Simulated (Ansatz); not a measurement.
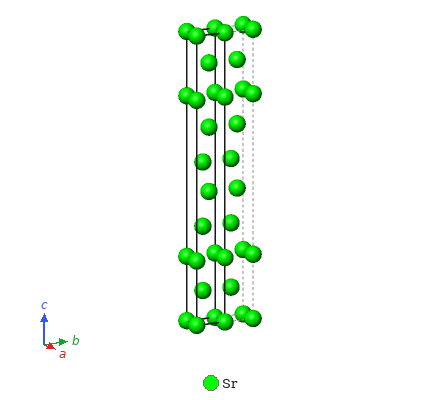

The structure; the drawing may span several cells.

Structure (in its standard cell), the end point of a relaxation with DFT PBE, scalar-relativistic, plane waves, PAW (Ansatz 0.2.0); the starting structure was generated, so it need not be a known form of this composition:

```cif
data_structure
_symmetry_space_group_name_H-M 'R-3m:H'
_symmetry_Int_Tables_number 166
_cell_length_a 4.2661
_cell_length_b 4.2661
_cell_length_c 31.4528
_cell_angle_alpha 90.000
_cell_angle_beta 90.000
_cell_angle_gamma 120.000
_cell_volume 495.74
loop_
_atom_site_label
_atom_site_type_symbol
_atom_site_symmetry_multiplicity
_atom_site_Wyckoff_symbol
_atom_site_fract_x
_atom_site_fract_y
_atom_site_fract_z
_atom_site_occupancy
Sr1 Sr 3 a 0.00000 0.00000 0.00000 1
Sr2 Sr 6 c 0.66667 0.33333 0.11096 1
```

What does the kinematic electron diffraction pattern along [201] look like at 120 kV (B = 0.5 Å²)?

The spots form an oblique net whose two shortest vectors correspond to d = 3.60 Å and 1.39 Å, 80.6° apart. They are 1 0 -2 and -1 3 2. The pattern has symmetry 2. The lattice centring (R) removes all reflections that break −h + k + l = 3n; reflections such as 3 -3 -6, 3 0 -6 are allowed but too weak to see at this display level.

Strongest reflections with d > 0.80 Å, one of each family (|F|² from tabulated Gaussian fits of the electron scattering factors, times a small damping for the curvature of the Ewald sphere):

```csv
hkl,d (Å),I (strongest = 100)
2 0 -4,1.798,100
0 3 0,1.232,54
2 -3 -4,1.375,53
1 0 -2,3.597,46
2 3 -4,0.843,11
1 -3 -2,1.391,7
```

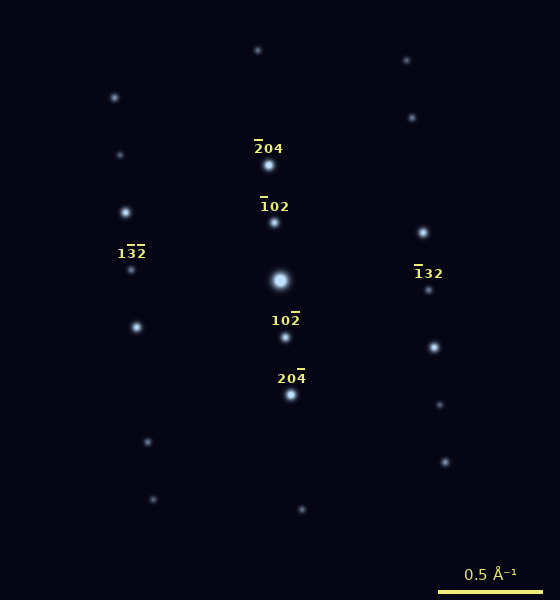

Calculated pattern, seen from the source side with [201] pointing towards the source.
